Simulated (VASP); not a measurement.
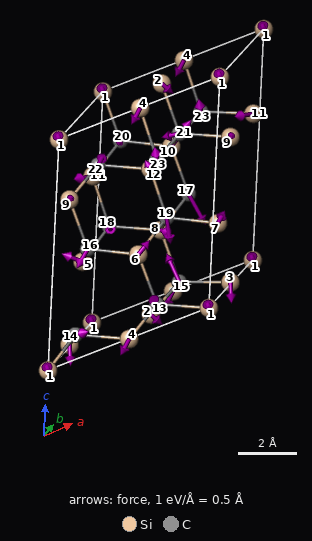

Starting geometry of a defect cell of composition Si$_{12}$C$_{11}$ with the computed forces as purple arrows. The picture is a ball-and-stick view of the cell of the calculation, reduced to other axes, seen slightly off an axis. Lengths and directions refer to the drawn axes.

The run lets the atoms move in a fixed cell, from a rattled start. The atoms of the start lie slightly off their symmetric places, so part of the fall in energy undoes that.

Level of theory: Kohn-Sham DFT of a periodic cell, PBEsol, VASP PAW PBE potentials, recommended (VASP).

The input:
```
SYSTEM = Si12C11
ALGO = Normal
EDIFF = 1E-5
EDIFFG = -0.03
ENCUT = 450
GGA = PS
IBRION = 2
ISIF = 2
ISMEAR = 0
ISPIN = 2
ISYM = 0
KPAR = 4
LASPH = .True.
LCHARG = .False.
LORBIT = 11
LREAL = Auto
LWAVE = .False.
MAGMOM = 0.25 0.25 0.25 0 0.25 0 0 0 0 0 0 0 0 0 0 0 0 0 0 0 0 0 0
NELECT = 91.0
NELM = 120
NSW = 60
NUPDOWN = 1
PREC = Accurate
SIGMA = 0.03
```

Launched with:
```bash
cat potpaw_PBE.64/Si/POTCAR potpaw_PBE.64/C/POTCAR > POTCAR
mpirun -np 4 vasp_std > vasp.out
```

**What follows when this structure is relaxed?**

It isn't relaxed: the largest force vector, on C17, is 2.58 eV/Å. The atoms end up moving mostly along the starting forces (cosine between the two patterns 0.88). Si3 moves most: 0.11 Å along [−1 −3 −2]. Largest moves by element: Si 0.11 Å, C 0.10 Å. The lattice vectors keep their values. Some distances before and after: Si7–C16 1.992 → 1.883 Å, Si5–C17 1.973 → 1.873 Å, Si10–C17 1.809 → 1.903 Å, Si8–C19 1.958 → 1.878 Å. Among the angles between lasting bonds that change: Si2–C15–Si3 112.6° → 104.1°, Si1–C14–Si3 111.4° → 104.2°, Si1–C13–Si2 110.4° → 104.0°. The energy falls by 0.974 eV per cell of the calculation in 13 geometry steps. Largest force component: 2.4 eV/Å at the start, 0.022 eV/Å at the end.

Limits of the set-up: the periodic images lie only 6.2 Å apart, so the values are limited by the cell's size.
